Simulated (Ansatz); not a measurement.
**Ta27N26: single-point calculation (part 2 of 2)**

Ta27N26 (defect cell, 53 atoms in the cell); DFT PBE, scalar-relativistic, plane waves, PAW, spin-polarised (Ansatz 0.2.0); cutoff 420 eV, 3×3×2 k-mesh, Gaussian smearing of 0.05 eV, collinear spins. The structure derives from an entry of the Crystallography Open Database.

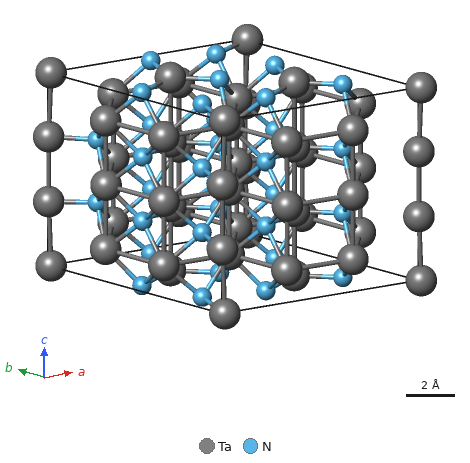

*The structure (ball-and-stick view of the cell of the calculation, seen at an oblique angle). An atom can appear more than once, as a periodic image.*

The program's output, continued:
```
  k-point 0 ↑: bands = ["-49.8192", "-49.8038", "-49.8016", "-49.7872", "-49.7871", "-49.7845", "-49.7733", "-49.7700", "-49.7670", "-49.7661", "-49.7623", "-49.7606", "-49.7471", "-49.7456", "-49.4697", "-49.4548", "-49.4501", "-49.4354", "-49.1962", "-49.1861", "-49.1765", "-49.1750", "-49.1580", "-49.1515", "-49.1347", "-49.1228", "-49.1157", "-16.7447", "-16.7417", "-16.6931", "-16.6882", "-16.6862", "-16.6856", "-16.6704", "-16.6518", "-16.6504", "-16.6371", "-16.6270", "-16.6119", "-16.6097",
      "-16.5661", "-16.5631", "-16.5580", "-16.5507", "-16.5268", "-16.5146", "-16.5017", "-16.4810", "-16.4435", "-16.4331", "-16.4313", "-16.4238", "-16.4229", "-16.3527", "-16.3350", "-16.3273", "-16.3171", "-16.2997", "-16.2910", "-16.2828", "-16.2620", "-16.2453", "-16.2232", "-16.1628", "-16.1300", "-16.1231", "-16.1199", "-16.1060", "-16.0990", "-16.0867", "-16.0672", "-16.0595", "-16.0543", "-16.0327", "-16.0210", "-16.0008", "-15.9547", "-15.9369", "-15.8886", "-15.8848",
      "-15.8797", "-15.8680", "-15.8629", "-15.8603", "-15.8553", "-15.8473", "-15.8422", "-15.8414", "-15.8252", "-15.8217", "-15.8174", "-15.8130", "-15.8125", "-15.8061", "-15.8006", "-15.7671", "-15.7424", "-15.7379", "-15.7342", "-15.7335", "-15.7249", "-15.7173", "-15.7071", "-15.6831", "-15.6707", "-15.2341", "-15.2251", "-15.1922", "1.2921", "2.6481", "2.6616", "2.6815", "2.7525", "2.8469", "2.9032", "3.1489", "3.1536", "3.1800", "3.2532", "3.4182",
      "3.4302", "3.4375", "3.4470", "3.4600", "3.4609", "3.4715", "3.4796", "3.4900", "3.4940", "3.4945", "3.5570", "3.5646", "3.8797", "3.9155", "10.2852", "11.1061", "11.2893", "11.2900", "11.3765", "11.3902", "11.4254", "11.4447", "11.4565", "11.4612", "11.4652", "11.4806", "11.5310", "11.5473", "11.5578", "11.6897", "11.6902", "11.7214", "11.7556", "11.8330", "11.8470", "11.8928", "12.0571", "12.0576", "12.1449", "12.7192",
      "12.7548", "12.7602", "12.7713", "12.7817", "12.8287", "12.8435", "12.8496", "12.8879", "12.8913", "12.9684", "13.0067", "13.0641", "13.1000", "13.2059", "13.2295", "13.2962", "13.5036", "13.5244", "13.5724", "13.5968", "13.6465", "13.7865", "13.8057", "13.8344", "13.8360", "13.8667", "14.0126", "14.3213", "14.4903", "14.5013", "14.5253", "14.5273", "14.5492", "14.5546", "14.5813", "14.5892", "14.5923", "14.6452", "14.6607", "14.6689",
      "14.7320", "14.8331", "14.8350", "14.9191", "14.9579", "14.9771", "15.0004", "15.0016", "15.0202", "15.2671", "15.3842", "15.5360", "15.8245", "15.8420", "15.9805", "16.3585", "16.8473", "16.9303", "17.0150", "17.1397", "17.1597", "17.2081", "17.2434", "17.2724", "17.4744", "17.5044", "17.6096", "17.6121", "17.6400", "17.6410", "17.6559", "17.6735", "17.7166", "17.7255", "17.7674", "17.8305", "17.8445", "18.4046", "18.6084", "18.8976",
      "19.7182", "19.8311", "20.1026", "20.1673", "20.2228", "20.2339", "20.8360", "20.9046", "21.0664", "21.0976", "21.0980", "21.1460", "21.1754", "21.1960", "21.1991", "21.2419", "21.2580", "21.2789", "21.2977", "21.3129"]
  k-point 1 ↑: bands = ["-49.8101", "-49.8076", "-49.7959", "-49.7915", "-49.7903", "-49.7836", "-49.7801", "-49.7770", "-49.7684", "-49.7667", "-49.7619", "-49.7526", "-49.7526", "-49.7370", "-49.4706", "-49.4557", "-49.4493", "-49.4346", "-49.1937", "-49.1801", "-49.1783", "-49.1747", "-49.1708", "-49.1446", "-49.1405", "-49.1188", "-49.1149", "-16.9402", "-16.8808", "-16.8767", "-16.8211", "-16.7312", "-16.6571", "-16.6427", "-16.6334", "-16.6322", "-16.5948", "-16.5937", "-16.5878", "-16.5561",
      "-16.5321", "-16.5147", "-16.5078", "-16.4665", "-16.4526", "-16.4231", "-16.4191", "-16.4101", "-16.3944", "-16.3819", "-16.3780", "-16.3612", "-16.3281", "-16.3132", "-16.2792", "-16.2726", "-16.2720", "-16.2713", "-16.2706", "-16.2583", "-16.2429", "-16.2370", "-16.2230", "-16.2178", "-16.2080", "-16.2039", "-16.1560", "-16.1310", "-16.1263", "-16.1198", "-16.1057", "-16.0883", "-16.0851", "-16.0745", "-16.0098", "-16.0087", "-15.9614", "-15.9523", "-15.9459", "-15.9309",
      "-15.8875", "-15.8783", "-15.8703", "-15.8682", "-15.8679", "-15.8648", "-15.8630", "-15.8558", "-15.8532", "-15.8471", "-15.8417", "-15.8358", "-15.8292", "-15.8220", "-15.8138", "-15.8136", "-15.8100", "-15.8079", "-15.7653", "-15.7399", "-15.7388", "-15.7340", "-15.4206", "-15.4071", "-15.3995", "-15.3747", "-15.3713", "-15.3462", "1.7206", "1.8452", "2.9224", "2.9267", "2.9284", "2.9447", "2.9453", "2.9504", "2.9700", "3.0018", "3.0152", "3.1733",
      "3.3246", "3.3731", "3.4280", "3.4396", "3.4458", "3.5031", "3.5957", "3.6547", "3.6751", "3.6885", "3.7582", "3.7777", "3.7778", "3.7874", "10.6155", "11.0787", "11.2096", "11.2221", "11.3866", "11.3951", "11.4141", "11.4403", "11.4557", "11.4604", "11.4698", "11.4762", "11.4794", "11.4825", "11.5042", "11.5074", "11.6584", "11.6654", "11.6984", "11.8127", "11.9163", "12.2412", "12.2735", "12.3474", "12.3529", "12.3952",
      "12.4808", "12.5552", "12.5702", "12.6204", "12.6331", "12.6928", "12.7201", "12.8251", "13.0338", "13.0410", "13.2410", "13.3133", "13.3437", "13.5297", "13.5396", "13.5651", "13.5676", "13.5929", "13.6108", "13.6474", "13.6782", "13.6951", "13.7010", "13.8039", "13.8162", "13.8745", "13.8788", "13.9325", "14.2194", "14.2324", "14.2795", "14.3652", "14.3792", "14.4327", "14.5221", "14.6443", "14.6467", "14.6637", "14.6644", "14.6802",
      "14.6972", "14.7435", "14.7676", "14.7718", "14.7787", "15.0187", "15.0622", "15.1817", "15.3358", "15.3503", "15.5039", "15.5693", "16.3693", "16.5187", "16.7059", "16.7330", "16.7399", "16.7729", "16.8418", "16.8711", "17.0042", "17.0255", "17.0750", "17.1576", "17.1675", "17.4422", "17.4839", "17.4904", "17.5473", "17.5784", "17.6151", "17.6836", "17.6969", "17.8490", "17.8969", "17.9260", "17.9414", "17.9426", "17.9859", "18.6915",
      "18.8885", "19.3433", "19.5248", "20.0043", "20.6123", "20.6544", "20.6822", "20.7936", "20.9578", "20.9623", "21.0105", "21.0470", "21.0474", "21.0500", "21.0677", "21.0801", "21.0873", "21.2162", "21.2417", "21.3207"]
  k-point 2 ↑: bands = ["-49.8176", "-49.8088", "-49.7973", "-49.7893", "-49.7865", "-49.7809", "-49.7750", "-49.7745", "-49.7722", "-49.7605", "-49.7591", "-49.7575", "-49.7502", "-49.7461", "-49.4697", "-49.4549", "-49.4501", "-49.4355", "-49.1962", "-49.1861", "-49.1765", "-49.1750", "-49.1580", "-49.1515", "-49.1347", "-49.1228", "-49.1157", "-16.7419", "-16.7409", "-16.7225", "-16.7187", "-16.6843", "-16.6824", "-16.6656", "-16.6583", "-16.6417", "-16.6325", "-16.6274", "-16.6072", "-16.6028",
      "-16.5719", "-16.5628", "-16.5544", "-16.5484", "-16.5357", "-16.5291", "-16.5160", "-16.4873", "-16.4857", "-16.4627", "-16.4391", "-16.3947", "-16.3831", "-16.3606", "-16.3456", "-16.3133", "-16.3008", "-16.2924", "-16.2723", "-16.2427", "-16.2310", "-16.1965", "-16.1918", "-16.1732", "-16.1402", "-16.1379", "-16.1193", "-16.1102", "-16.0929", "-16.0781", "-16.0738", "-16.0506", "-16.0418", "-16.0238", "-16.0145", "-16.0113", "-15.9695", "-15.9144", "-15.8993", "-15.8913",
      "-15.8772", "-15.8706", "-15.8700", "-15.8611", "-15.8592", "-15.8511", "-15.8501", "-15.8445", "-15.8313", "-15.8311", "-15.8220", "-15.8176", "-15.8154", "-15.8055", "-15.8035", "-15.7863", "-15.7687", "-15.7604", "-15.7404", "-15.7276", "-15.7108", "-15.7091", "-15.7034", "-15.6804", "-15.6686", "-15.2339", "-15.2251", "-15.1922", "1.5192", "2.0984", "2.4404", "2.8083", "2.9218", "2.9568", "3.0760", "3.1160", "3.1178", "3.1524", "3.2268", "3.4266",
      "3.4275", "3.4522", "3.4541", "3.4677", "3.4742", "3.4774", "3.4890", "3.4963", "3.5006", "3.5121", "3.6592", "3.6949", "3.7099", "3.8583", "10.4642", "10.8501", "10.9497", "11.1325", "11.1590", "11.1698", "11.2655", "11.3077", "11.3249", "11.3777", "11.4890", "11.5693", "11.5704", "11.7132", "11.7718", "11.8266", "11.9461", "11.9586", "11.9964", "12.0450", "12.0558", "12.1010", "12.1383", "12.2498", "12.3466", "12.3545",
      "12.4207", "12.5481", "12.6277", "12.6770", "12.7049", "12.7183", "12.8239", "12.8286", "12.9235", "12.9740", "13.0812", "13.1478", "13.1910", "13.2912", "13.3771", "13.3967", "13.5390", "13.5707", "13.5936", "13.6658", "13.7319", "13.7377", "13.7989", "13.8205", "13.8336", "13.8951", "13.9431", "13.9573", "14.1177", "14.1415", "14.3303", "14.3673", "14.5019", "14.5245", "14.5536", "14.6490", "14.7259", "14.7888", "14.7913", "14.8483",
      "14.8605", "14.8816", "14.9622", "14.9722", "15.0992", "15.1121", "15.1454", "15.2192", "15.2836", "15.3677", "15.4841", "15.5490", "15.6801", "15.7355", "15.7380", "16.3317", "16.5961", "16.8290", "16.8720", "17.0239", "17.0687", "17.1253", "17.1444", "17.1935", "17.2484", "17.2664", "17.3695", "17.3792", "17.5411", "17.5712", "17.6410", "17.7920", "17.8076", "18.1355", "18.3035", "18.4673", "18.5522", "18.5851", "19.0498", "19.4085",
      "19.4690", "19.9175", "19.9246", "20.1983", "20.4566", "20.4826", "20.5203", "20.6284", "20.6482", "20.6940", "20.6952", "20.7537", "20.7595", "20.8180", "20.8291", "20.9460", "20.9467", "21.0199", "21.0751", "21.1121"]
  k-point 9 ↓: bands = ["-49.8100", "-49.8059", "-49.7960", "-49.7939", "-49.7921", "-49.7838", "-49.7776", "-49.7764", "-49.7683", "-49.7671", "-49.7623", "-49.7524", "-49.7521", "-49.7375", "-49.4706", "-49.4557", "-49.4492", "-49.4346", "-49.1937", "-49.1801", "-49.1783", "-49.1747", "-49.1708", "-49.1446", "-49.1405", "-49.1188", "-49.1149", "-16.9419", "-16.8929", "-16.8816", "-16.8055", "-16.7232", "-16.6600", "-16.6544", "-16.6477", "-16.6360", "-16.6130", "-16.5887", "-16.5767", "-16.5540",
      "-16.5407", "-16.5257", "-16.5219", "-16.5034", "-16.4792", "-16.4540", "-16.4363", "-16.4265", "-16.3434", "-16.3406", "-16.3275", "-16.3272", "-16.3243", "-16.3195", "-16.2946", "-16.2775", "-16.2721", "-16.2663", "-16.2587", "-16.2554", "-16.2317", "-16.2166", "-16.2099", "-16.2082", "-16.1846", "-16.1846", "-16.1431", "-16.1429", "-16.1318", "-16.1025", "-16.0925", "-16.0894", "-16.0853", "-16.0510", "-16.0297", "-16.0065", "-15.9632", "-15.9568", "-15.9440", "-15.9370",
      "-15.8835", "-15.8823", "-15.8778", "-15.8759", "-15.8748", "-15.8704", "-15.8690", "-15.8687", "-15.8561", "-15.8495", "-15.8431", "-15.8392", "-15.8354", "-15.8259", "-15.8226", "-15.8196", "-15.8097", "-15.8045", "-15.7770", "-15.7438", "-15.7431", "-15.7420", "-15.4199", "-15.4065", "-15.3989", "-15.3740", "-15.3707", "-15.3456", "1.9209", "2.0302", "2.4284", "2.5227", "2.7264", "2.7427", "2.9665", "3.0365", "3.0788", "3.1725", "3.2826", "3.2924",
      "3.3085", "3.3804", "3.5183", "3.5304", "3.5926", "3.6142", "3.6162", "3.6285", "3.6292", "3.6310", "3.6763", "3.7460", "3.7479", "3.7736", "10.6770", "10.9405", "10.9517", "11.0317", "11.0322", "11.1596", "11.2620", "11.2951", "11.3063", "11.3442", "11.4212", "11.6668", "11.7596", "11.7649", "11.7906", "11.8396", "11.8910", "11.9437", "11.9766", "11.9943", "11.9973", "12.0494", "12.0872", "12.2516", "12.2903", "12.3648",
      "12.4429", "12.4527", "12.5091", "12.6325", "12.6771", "12.7269", "12.7750", "13.1206", "13.1324", "13.2095", "13.2217", "13.3598", "13.3680", "13.3908", "13.4439", "13.4951", "13.5033", "13.5108", "13.5596", "13.6033", "13.6508", "13.6818", "13.7459", "13.7749", "13.8044", "13.8071", "13.8347", "13.8411", "13.8591", "14.0086", "14.0624", "14.0954", "14.2120", "14.4328", "14.4752", "14.5180", "14.5962", "14.6593", "14.7517", "14.8091",
      "14.8800", "15.0825", "15.1069", "15.1160", "15.1651", "15.2007", "15.2373", "15.2661", "15.3718", "15.4094", "15.4375", "15.5520", "16.3762", "16.3918", "16.4639", "16.5126", "16.5810", "16.7259", "16.7466", "16.8134", "16.8820", "16.9617", "16.9815", "17.3147", "17.3832", "17.4165", "17.4669", "17.5281", "17.5592", "17.5620", "17.6412", "17.6612", "17.7085", "17.7984", "17.8452", "17.9058", "17.9756", "18.2333", "18.3848", "19.2294",
      "19.4097", "19.4472", "19.5279", "19.9530", "20.1863", "20.4186", "20.4346", "20.4458", "20.4798", "20.5844", "20.7006", "20.7603", "20.7759", "20.8385", "20.9077", "21.0151", "21.0227", "21.1061", "21.2162", "21.2870"]
--- Löwdin populations: 53 sites ---
  site symbol       q [e]    m [muB]
     0     Ta     12.1379     0.0000
     1     Ta     12.1386     0.0000
     2     Ta     12.1379     0.0000
     3     Ta     12.1430     0.0000
     4     Ta     12.1371     0.0000
     5     Ta     12.1430     0.0000
     6     Ta     12.2973     0.0000
     7     Ta     12.1269     0.0000
     8     Ta     12.2974     0.0000
     9     Ta     12.2973     0.0000
    10     Ta     12.1269     0.0000
    11     Ta     12.2973     0.0000
    12     Ta     12.1379     0.0000
    13     Ta     12.1386     0.0000
    14     Ta     12.1379     0.0000
    15     Ta     12.1429     0.0000
    16     Ta     12.1372     0.0000
    17     Ta     12.1429     0.0000
    18     Ta     12.5006     0.0000
    19     Ta     12.3899    -0.0000
    20     Ta     12.3900    -0.0000
    21     Ta     12.4053     0.0000
    22     Ta     12.3758     0.0000
    23     Ta     12.3757     0.0000
    24     Ta     12.3869     0.0000
    25     Ta     12.3809     0.0000
    26     Ta     12.3809     0.0000
    27      N      5.6702    -0.0000
    28      N      5.6702    -0.0000
    29      N      5.6973     0.0000
    30      N      5.6884     0.0000
    31      N      5.6884     0.0000
    32      N      5.6832     0.0000
    33      N      5.6841     0.0000
    34      N      5.6842     0.0000
    35      N      5.6739     0.0000
    36      N      5.6819     0.0000
    37      N      5.6819     0.0000
    38      N      5.6785     0.0000
    39      N      5.6838     0.0000
    40      N      5.6838     0.0000
    41      N      5.6757     0.0000
    42      N      5.6856     0.0000
    43      N      5.6855     0.0000
    44      N      5.6786     0.0000
    45      N      5.6838     0.0000
    46      N      5.6838     0.0000
    47      N      5.6757     0.0000
    48      N      5.6855     0.0000
    49      N      5.6855     0.0000
    50      N      5.6739     0.0000
    51      N      5.6819     0.0000
    52      N      5.6819     0.0000
  spilling = 0.005340 (of n_electrons = 481.000000)
--- Band densities, each state counted as filled ---
  window                                       electrons  max residual (eV)  cut levels
  e_range: [-0.25, 0.25]             2.444444 + 2.444444             2.4e-6           0
  e_range: [-1.2, 0]                 4.444444 + 4.444444             2.9e-6           0
  e_range: [0, 1.2]                  8.722222 + 8.722222             2.7e-6           0
```

Results in brief:

| quantity | value |
| --- | --- |
| outcome | converged |
| electrons treated | 481 |
| free energy | −278214.5464 eV |
| Fermi energy | 19.442 eV |
| gap on the k-point mesh | none (metallic) |
| net moment of the cell | 0.00 μB |
| integrated absolute moment | 0.00 μB |
| largest force (length of the vector) | 0.016 eV/Å |
| hardware | 8 threads of Arm Neoverse V2, 24 GiB of memory available, shared host |
| wall time | 12 min (CPU time 1.6 h) |
| peak memory | 8 GiB |

Remarks:

Spin–orbit coupling is left out, which matters for Ta.
